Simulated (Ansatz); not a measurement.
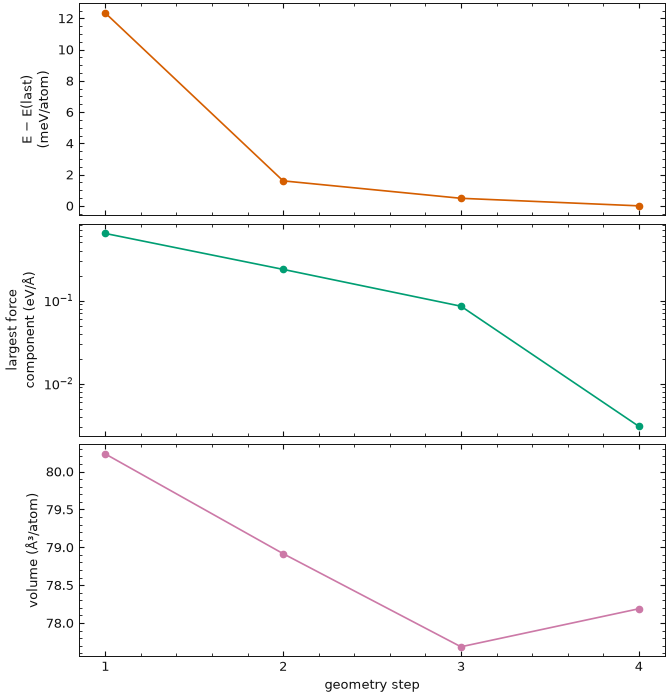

History of a geometry optimisation. SnO2 (slab, 3 atoms in the cell); Ansatz, DFT, r2SCAN, plane waves, PAW; cutoff 500 eV, 12×12×1 k-mesh, Fermi–Dirac smearing of 0.02 eV. A closing SCF on a freshly chosen basis isn't drawn.

The optimisation met its thresholds at geometry 4, counting the start as the first. The energy fell by about 12 meV/atom from the first step to the last. The largest force component goes from about 0.64 eV/Å at the start to 3 × 10⁻³ eV/Å at the end. The volume shrinks from 80.2 to 78.2 Å³ per atom (−3 %), overshooting to 77.7 at step 3.
